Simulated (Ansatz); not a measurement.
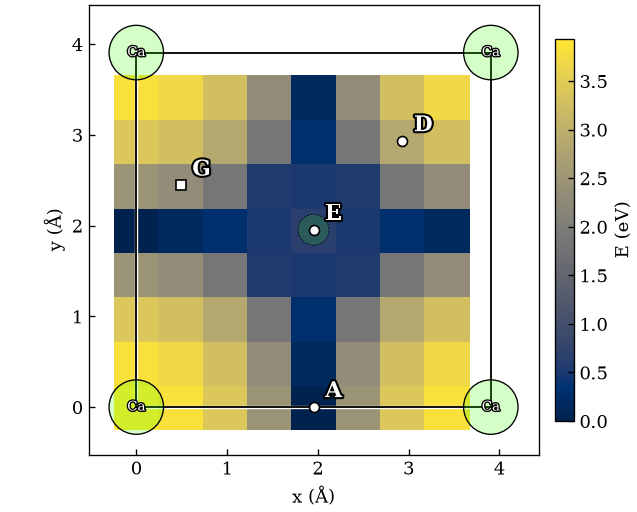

O on a Ca(100) slab cut from the Fm-3m phase, its upper half relaxed before the scan (8 atoms of substrate and one adsorbate in a 2 × 2 cell). O is moved over the surface cell; relaxed at each place: the height of the adsorbate's atoms; substrate rigid; the origin of the map has the adsorbate above Ca5. Places are given modulo a cell vector. The map is drawn in real space over the plane of the surface. The grid has 8 × 8 points; 15 points were computed and 49 follow by symmetry. Places are given in fractions of the 1 × 1 surface cell. Energies: eV, counted from the lowest grid point. At some places the adsorbate sinks to or below the level of the top layer. The runs have no spin polarisation; a magnetic state may lie lower. Theory: DFT PBE, scalar-relativistic, plane waves, PAW in Ansatz 0.2.0. Settings: cutoff 420 eV, k-mesh 4×4×1, gaussian smearing 0.1 eV, no spin polarisation.

Drawn: one coloured cell a grid point, labelled circles for the atoms of the top layer and small ones for the second layer, the outline of one cell of the plane, lettered points.

Question: Rank the lettered points by energy, lowest first.

Answer: A (0.00 eV), E (0.66 eV), G (2.32 eV), D (2.86 eV).
